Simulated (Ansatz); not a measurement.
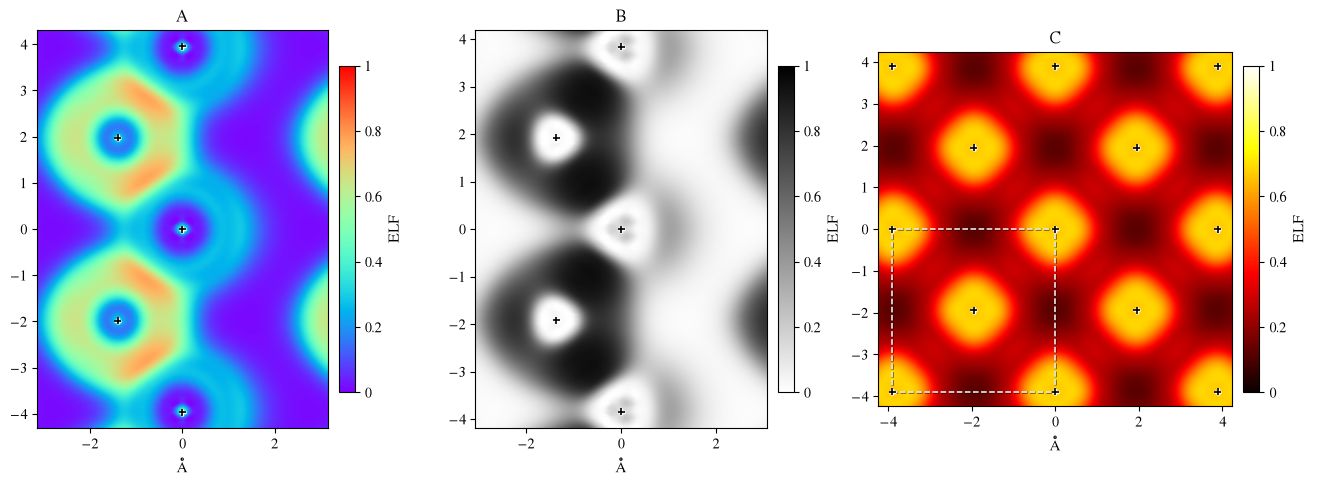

The electron localisation function of 3 systems, each on a plane through atoms (crosses mark nuclei in the plane).

Method: Ansatz 0.2.0, DFT LDA, scalar-relativistic, plane waves, PAW.

System 1: GaAs, the (101) plane of the conventional cell. Space group F-43m.

```
Ga As
1.0
     5.60280    0.00000    0.00000
     0.00000    0.00000   -5.60280
     0.00000    5.60280    0.00000
Ga As
4 4
Direct
  0.50000 0.50000 0.00000
  0.00000 0.50000 0.50000
  0.00000 0.00000 0.00000
  0.50000 0.00000 0.50000
  0.75000 0.75000 0.25000
  0.25000 0.75000 0.75000
  0.25000 0.25000 0.25000
  0.75000 0.25000 0.75000
```

System 2: Pt, the (100) plane of the conventional cell. Space group Fm-3m.

```yaml
crystal:
  lattice:
    - [3.89367, 0.00000, 0.00000]
    - [0.00000, 3.89367, 0.00000]
    - [0.00000, 0.00000, 3.89367]
  atoms:
    - { symbol: Pt, position: [0.00000, 0.00000, 0.00000] }
    - { symbol: Pt, position: [0.50000, 0.50000, 0.00000] }
    - { symbol: Pt, position: [0.50000, 0.00000, 0.50000] }
    - { symbol: Pt, position: [0.00000, 0.50000, 0.50000] }
```

System 3: AlP, the (101) plane of the conventional cell. Space group F-43m.

**Match each panel to its system.**

Panel A is system 1, GaAs: the plane holds Ga and As. Ga–As (2.43 Å): the ELF peaks at about 0.75 between the atoms; a covalent bond. Panel B is system 3, AlP: the plane holds Al and P. Al–P (2.35 Å): the ELF peaks at about 0.95 between the atoms (localised, covalent bonding). Panel C is system 2, Pt: the plane holds Pt. Pt–Pt (2.75 Å): the ELF is about 0.30 at the midpoint (no localised pair shows between them).
